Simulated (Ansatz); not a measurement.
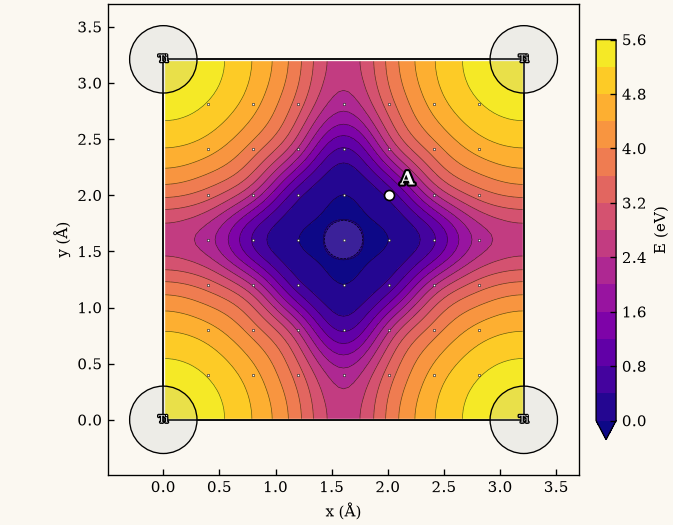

C on a Ti(100) slab cut from the Im-3m phase, its upper half relaxed before the scan (4 atoms of substrate and one adsorbate in a 1 × 1 cell). C is moved over the surface cell; relaxed at each place: the height of the adsorbate's atoms; substrate rigid; the origin of the map has the adsorbate above Ti4. Places are given modulo a cell vector. The map is drawn in real space over the plane of the surface. The scan uses an 8 × 8 grid; 15 points were computed and 49 follow by symmetry. All energies are given in eV relative to the lowest grid point. With one adsorbate in each 1 × 1 cell, its nearest image is 3.2 Å away, so neighbouring adsorbates interact. Theory: DFT PBEsol, scalar-relativistic, plane waves, PAW (Ansatz 0.2.0). Settings: cutoff 420 eV, k-mesh 8×8×1, gaussian smearing 0.1 eV, no spin polarisation.

Drawn: filled contours, dots at the grid points, labelled circles for the atoms of the top layer and small ones for the second layer, the outline of one cell of the plane, the point A. Between grid points the surface is interpolated.

**Which way does the force act at A, and how strong is it?**

A, at (5/8, 5/8) of the cell vectors, is not a stationary point. The computed force is 4.3 eV/Å in the plane, pointing down and left in the picture (components −3.1 and −3.1 eV/Å).
